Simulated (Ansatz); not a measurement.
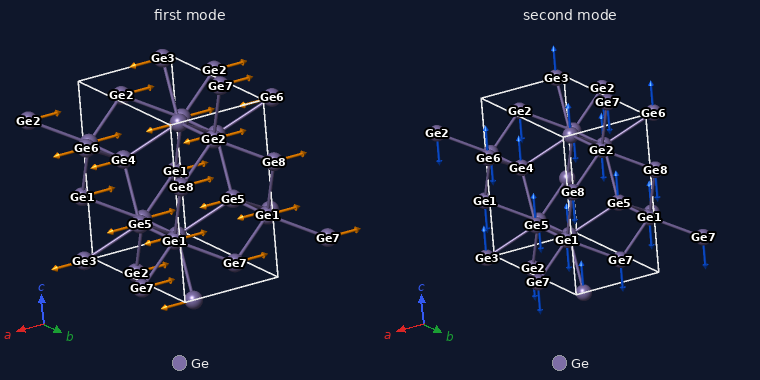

The system is Ge (P6_3/mmc, No. 194; 8 atoms in the cell); the picture shows the reference structure; its two panels give the patterns of the first and the second mode as arrows. 
- The energy is mapped over two normal modes frozen in (zone-centre modes of the 8-atom cell of this scan, which folds in the wave vector (0, 1/2, 0) of the primitive cell).
- The first coordinate is: amplitude of mode 4 (53 cm⁻¹), largest displacement; the second: amplitude of mode 5 (53 cm⁻¹), largest displacement.
- Nothing is relaxed (the cell and all other modes fixed).
- The scan uses a 9 × 9 grid; 25 points were computed and 56 follow by symmetry.
- Points are written as (first, second).
- Energies are in eV per cell, from the lowest grid point.
- The lowest point has no gap; 44 points of the grid have one on the k-mesh.
- These are results of Ansatz 0.2.0, DFT PBE, scalar-relativistic, plane waves, PAW, not measurements. Settings: cutoff 420 eV, k-mesh 10×6×6 in the order of the run's cell vectors, gaussian smearing 0.15 eV, no spin polarisation.

Its coordinates:

```
CELL_PARAMETERS angstrom
-4.05849 0.00000 0.00000
0.00000 0.00000 -6.69306
0.00000 -7.02950 0.00000
ATOMIC_POSITIONS crystal
Ge 0.00000 0.93721 0.33333
Ge 0.50000 0.93721 0.83333
Ge 0.50000 0.43721 0.16667
Ge 0.00000 0.43721 0.66667
Ge 0.00000 0.56279 0.33333
Ge 0.50000 0.56279 0.83333
Ge 0.50000 0.06279 0.16667
Ge 0.00000 0.06279 0.66667
```

Range: amplitude of mode 4 (53 cm⁻¹), largest displacement from −0.315 to 0.315 Å; amplitude of mode 5 (53 cm⁻¹), largest displacement from −0.315 to 0.315 Å.

What will the energy surface look like?

Answer. The lowest grid point is at (0.000 Å, 0.000 Å). It is the only kind of minimum in the scanned range. The highest grid point, (−0.315 Å, −0.315 Å), lies 0.717 eV above the lowest.

```
second ↓, first →  −0.315  −0.236  −0.158  −0.079  0.000  0.079  0.158  0.236  0.315
            0.315   0.717   0.552   0.435   0.366  0.343  0.366  0.435  0.552  0.717
            0.236   0.552   0.388   0.274   0.207  0.185  0.207  0.274  0.388  0.552
            0.158   0.435   0.273   0.163   0.099  0.079  0.099  0.163  0.273  0.435
            0.079   0.365   0.206   0.099   0.039  0.019  0.039  0.099  0.206  0.365
            0.000   0.342   0.184   0.079   0.019  0.000  0.019  0.079  0.184  0.342
           −0.079   0.365   0.206   0.099   0.039  0.019  0.039  0.099  0.206  0.365
           −0.158   0.435   0.273   0.163   0.099  0.079  0.099  0.163  0.273  0.435
           −0.236   0.552   0.388   0.274   0.207  0.185  0.207  0.274  0.388  0.552
           −0.315   0.717   0.552   0.435   0.366  0.343  0.366  0.435  0.552  0.717
```

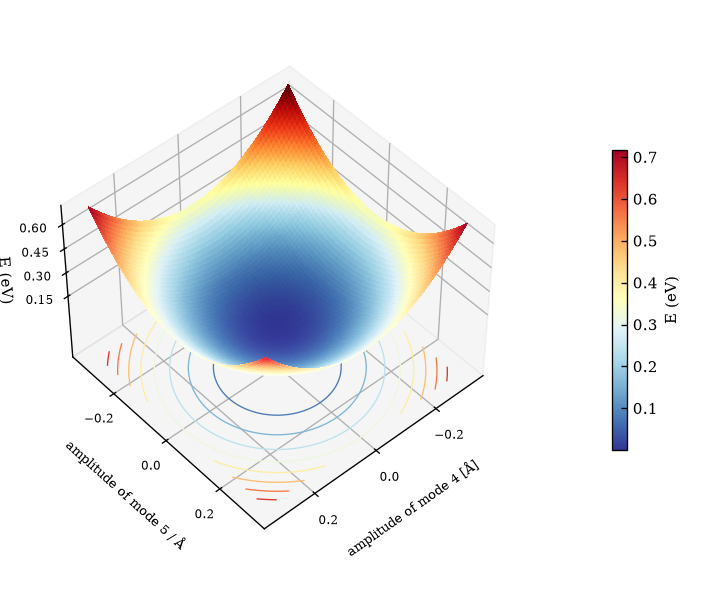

The picture shows a relief with its contours projected below. Between grid points the surface is interpolated.

Each point was launched as `ansatz run input.yaml --threads 4 --pin off --max-ram 8192MiB --backend cpu --events-out ev --progress --plain --runs-dir out`. The whole map (25 points run) took 20 min on 4 threads of Intel(R) Xeon(R) Platinum 8259CL CPU @ 2.50GHz (Skylake/Cascade Lake), on a shared host.

PAW datasets: the set soft_1.
